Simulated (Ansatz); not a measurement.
**CdF₂: density, localisation and related maps**

Input file:

```
crystal:
  lattice:
    - [2.8503675503, 2.8503675503, 0.0]
    - [-2.8503675503, 2.8503675503, 0.0]
    - [0.0, 0.0, 5.3499206329]
  atoms:
    - { symbol: Cd, position: [0.0, 0.0, 0.0] }
    - { symbol: Cd, position: [0.5, 0.5, 0.5] }
    - { symbol: F, position: [0.0, 0.5, 0.75] }
    - { symbol: F, position: [0.5, 0.0, 0.75] }
    - { symbol: F, position: [0.5, 0.0, 0.25] }
    - { symbol: F, position: [0.0, 0.5, 0.25] }
basis:
  ecutwfc: 420
kpoints:
  mp_grid: { grid: [6, 6, 4] }
hamiltonian:
  xc: pbe
scf:
  occupations: { method: gaussian, width: 0.02 }
output:
  forces: true
  stress: true
  eigenvalues: true
  write_density: true
  write_potential: true
  elf: true
  volumetric_format: npy
relax:
  adjacent_minimum: "off"
  f_tol: 0.008
  max_steps: 40
  cell: { stress_tol: 0.015, fix: [a, b, gamma] }
```

Command:

```sh
ansatz run input.yaml --threads 1 --pin off --max-ram 2560MiB --backend cpu --events-out ev --progress --plain --runs-dir out
```

Below, planes, directions and counts refer to the conventional cell (a = 4.03 Å, b = 4.03 Å, c = 5.35 Å, α = 90.00°, β = 90.00°, γ = 90.00°).

Space group I4/mmm; changed on purpose from its base cell (biaxial strain in the a-b plane, c and atoms relaxed: +4.0 %); computed pressure about −4 GPa in this cell.

Computed with Ansatz, DFT PBE, scalar-relativistic, plane waves, PAW.

In a PAW calculation such maps are meaningful between the atoms, not at the nuclei.

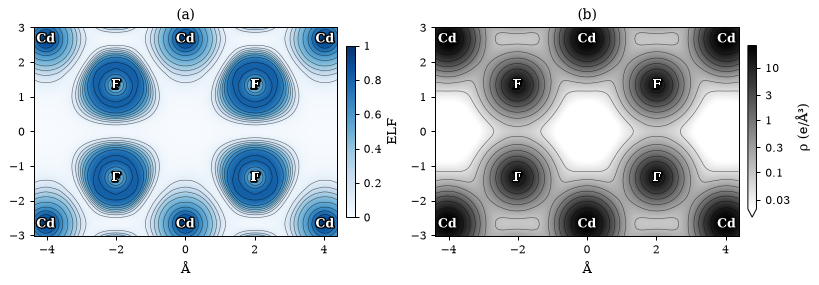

Figure 1. (a) ELF; (b) valence pseudo-density on the (100) plane of the conventional cell.

### What do the fields say about this system?

The plane passes through Cd and F nuclei. Cd–F (2.42 Å): the density is about 0.26 e/Å³ at the midpoint; the ELF is about 0.05 at the midpoint (no localised pair shows between them). Between the atoms the lowest density in this plane is 0.005 e/Å³. The features right at Cd lie inside the PAW spheres, where the map follows smoothed inner orbitals and isn't to be read closely.

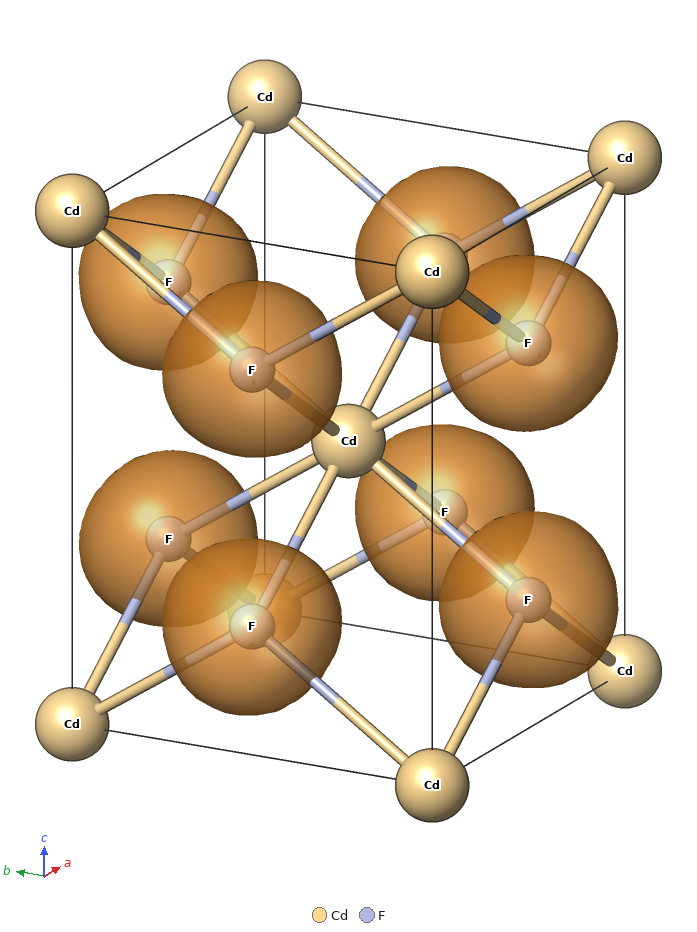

Figure 2. Isosurface of the electron localisation function at 0.6 (orange), seen at an oblique angle. Core shells and regions of very low density are left out. Sticks mark near contacts.

### Where are the electrons localised?

At this value the surface marks out four regions wrapped around F (the valence shell of each), counted in one cell of 6 atoms. Regions shared between cells count once.

### Metal or insulator at this level of theory?

It is gapped, with a Kohn–Sham gap of 2.6 eV on the k-point mesh (the band edges may lie off the mesh, which would make the gap smaller).
